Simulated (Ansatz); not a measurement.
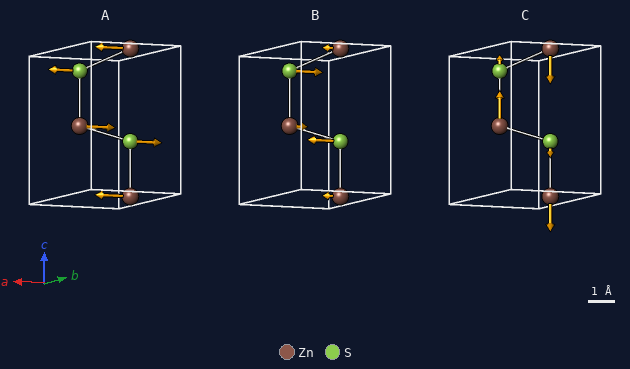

Modes of a crystal of ZnS relaxed at 7 GPa, space group P6₃mc (No. 186), at the zone centre (one member of each degenerate set). The orange arrows are the displacements of the atoms (eigenvector over the root of the mass), of arbitrary overall length and sign. A ball-and-stick model of the cell of the calculation, seen from a free direction.

The calculation used DFT LDA, scalar-relativistic, plane waves, PAW (Ansatz).

Frequencies are those without the non-analytic (LO–TO) term.

**Give the symmetry species and the selection rules of each.**

A is E₂, Raman-active by symmetry (61 cm⁻¹). B is E₂, Raman-active by symmetry (338 cm⁻¹). C is B₁, silent by symmetry (neither infrared- nor Raman-active) (214 cm⁻¹).
